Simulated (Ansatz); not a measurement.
Cu (1 atom in the cell), run with Ansatz.

```
crystal:
  lattice:
    - [-1.4533972895, 1.4533972895, 1.3795566845]
    - [1.4533972895, -1.4533972895, 1.3795566845]
    - [1.4976631967, 1.4976631967, -1.3795566845]
  atoms:
    - { symbol: Cu, position: [0.0, 0.0, 0.0] }
basis:
  ecutwfc: 420
kpoints:
  mp_grid: { grid: [30, 30, 30] }
hamiltonian:
  xc: pbe
scf:
  occupations: { method: fermi_dirac, width: 2.0 }
  max_iter: 80
output:
  forces: true
  eigenvalues: true
  stress: true
```

Launched with:
```bash
ansatz run input.yaml --threads 1 --pin off --max-ram 2560MiB --backend cpu --events-out ev --progress --plain --runs-dir out
```

**How does the iteration go?**

It converged, after 6 iterations. The residual falls at every step. The input holds a fault (a smearing of electronvolts). The SCF closed all the same, which doesn't make the results meaningful for the real system.

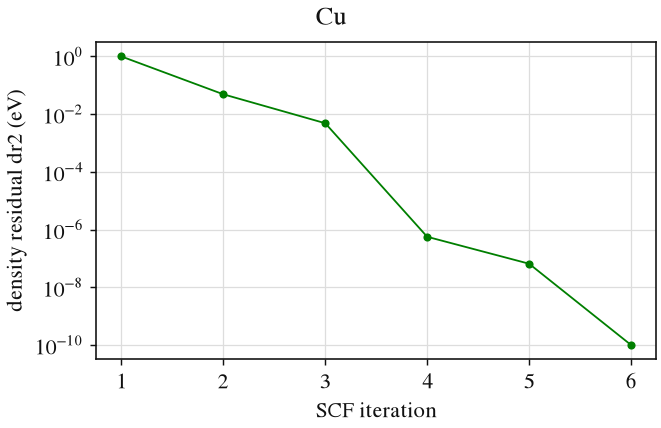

SCF iterations of a calculation: density residual dr2. The starting density is a sum of atomic densities corrected by a trained network.
